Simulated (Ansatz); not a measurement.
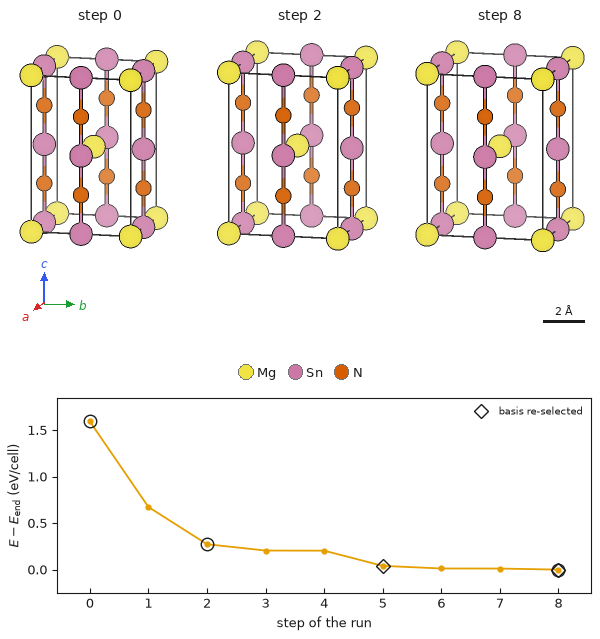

Frames of a relaxation of a crystal of MgSn$_{2}$N$_{2}$ (a generated structure, set up in I4/mmm) (coarse preliminary run), marked on the history of the run. Style: ball-and-stick. Shown: the conventional cell (2 times the calculation's cell), slightly off an axis. Lengths and directions refer to the drawn axes.

All numbers below come from Ansatz 0.2.0, DFT PBE, scalar-relativistic, plane waves, PAW.

The input:
```yaml
crystal:
  lattice:
    - [-2.53074038, 2.53074038, 3.92808609]
    - [2.53074038, -2.53074038, 3.92808609]
    - [2.53074038, 2.53074038, -3.92808609]
  atoms:
    - { symbol: Mg, position: [0.0, 0.0, 0.0] }
    - { symbol: Sn, position: [0.5, 0.0, 0.5] }
    - { symbol: Sn, position: [0.0, 0.5, 0.5] }
    - { symbol: "N", position: [0.75, 0.25, 0.5] }
    - { symbol: "N", position: [0.25, 0.75, 0.5] }
basis:
  ecutwfc: 420
kpoints:
  mp_grid: { grid: [6, 6, 6] }
hamiltonian:
  xc: pbe
scf:
  occupations: { method: gaussian, width: 0.1 }
  lower_state_search: "off"
output:
  forces: true
  stress: true
  eigenvalues: true
relax:
  adjacent_minimum: "off"
  f_tol: 0.04
  max_steps: 70
  cell: { stress_tol: 0.4 }
```

Launched with:
```bash
ansatz run input.yaml --threads 1 --pin off --max-ram 2560MiB --backend cpu --events-out ev --progress --plain --runs-dir out
```

What happens along the run?

Answer. The atoms keep their places relative to the cell (all moves are under 0.005 Å). Cell: a = b 5.061 → 5.902 Å (+16.6 %), c 7.856 → 8.089 Å (+3.0 %). Volume +40.0 %. Near-neighbour distances that change, for instance: Mg1–Sn2 2.531 → 2.951 Å, Sn2–N4 1.964 → 2.022 Å. The space group stays I4/mmm (No. 139). Over 6 accepted moves (8 points after the start) the energy falls by 1.593 eV per cell of the calculation. All forces vanish by symmetry, so only the cell relaxes. The pressure goes from 16.79 to 0.02 GPa. The SCF was repeated twice at an unchanged geometry on a basis and grid sized afresh for the cell, which shifted the energy by 0.163 eV per cell of the calculation at most. From step 0 to 2: volume +24.0 %, energy −1.320 eV per cell of the calculation. From step 2 to 8: volume +12.9 %, energy −0.273 eV per cell of the calculation.

| step | E − E(0), meV/atom | pressure, GPa | volume, Å³/atom | note |
| --- | --- | --- | --- | --- |
| 0 | 0.00 | 16.79 | 20.126 |  |
| 1 | -183.95 | 7.77 | 22.536 |  |
| 2 | -264.09 | 2.17 | 24.957 |  |
| 3 | -277.65 | 0.25 | 26.313 |  |
| 4 | -277.91 | 0.00 | 26.587 |  |
| 5 | -310.58 | 1.23 | 26.587 | same geometry, new basis |
| 6 | -316.26 | 0.34 | 27.627 |  |
| 7 | -316.40 | 0.01 | 28.180 |  |
| 8 | -318.69 | 0.02 | 28.180 | same geometry, new basis |
